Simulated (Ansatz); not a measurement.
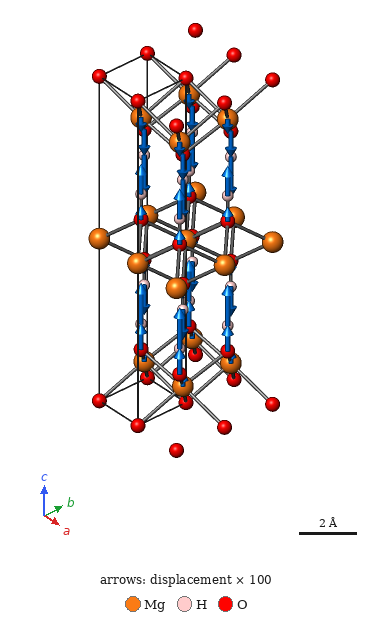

This is a relaxation of crystalline Mg₃H₄O₅ (built on the database type). The starting structure is drawn; blue arrows show the displacements (the part carried along by the change of the cell is left out), magnified 100 times.

A ball-and-stick model of the cell of the calculation, repeated 2 × 2 × 1 with one cell outlined, seen slightly off an axis.

Case: structure reported for this formula (P-3m1, No. 164).

All numbers below come from DFT r2SCAN, scalar-relativistic, plane waves, PAW in Ansatz.

The input:
```yaml
crystal:
  lattice:
    - [3.0834592173, 0.0, 0.0]
    - [-1.5417296086, 2.6703540137, 0.0]
    - [0.0, 0.0, 12.1628119436]
  atoms:
    - { symbol: Mg, position: [0.0, 0.0, 0.5] }
    - { symbol: Mg, position: [0.6666666667, 0.3333333333, 0.9004040463] }
    - { symbol: Mg, position: [0.3333333333, 0.6666666667, 0.0995959537] }
    - { symbol: H, position: [0.3333333333, 0.6666666667, 0.3351510311] }
    - { symbol: H, position: [0.6666666667, 0.3333333333, 0.6648489689] }
    - { symbol: H, position: [0.3333333333, 0.6666666667, 0.7355162195] }
    - { symbol: H, position: [0.6666666667, 0.3333333333, 0.2644837805] }
    - { symbol: O, position: [0.3333333333, 0.6666666667, 0.4138566669] }
    - { symbol: O, position: [0.6666666667, 0.3333333333, 0.5861433331] }
    - { symbol: O, position: [0.3333333333, 0.6666666667, 0.8143821186] }
    - { symbol: O, position: [0.6666666667, 0.3333333333, 0.1856178814] }
    - { symbol: O, position: [0.0, 0.0, 0.0] }
basis:
  ecutwfc: 500
kpoints:
  mp_grid: { grid: [12, 12, 2] }
hamiltonian:
  xc: r2scan
scf:
  occupations: { method: gaussian, width: 0.02 }
output:
  forces: true
  stress: true
  eigenvalues: true
relax:
  adjacent_minimum: "off"
  f_tol: 0.01
  max_steps: 80
  cell: { stress_tol: 0.05 }
```

Launched with:
```bash
ansatz run input.yaml --threads 1 --pin off --max-ram 2560MiB --backend cpu --events-out ev --progress --plain --runs-dir out
```

Question: What happened in the run?

Answer: The largest moves relative to the cell, 0.015 Å, are those of H6 and H7. H7 goes along +c. Largest moves by element: H 0.015 Å, O 0.010 Å, Mg 0.006 Å. The volume changes by −0.3 %, with a = b 3.083 → 3.088 Å (+0.1 %), c 12.163 → 12.091 Å (−0.6 %). The space group stays P-3m1 (No. 164). After 3 accepted moves (4 points after the start) the energy has fallen by 0.1 meV per atom. The largest force component goes from 0.018 to 0.0024 eV/Å. The pressure goes from 0.10 to 0.01 GPa. At 1 point the geometry stayed and the basis and grid were re-selected for the new cell (energy shift of less than 0.05 meV per atom at most each time).
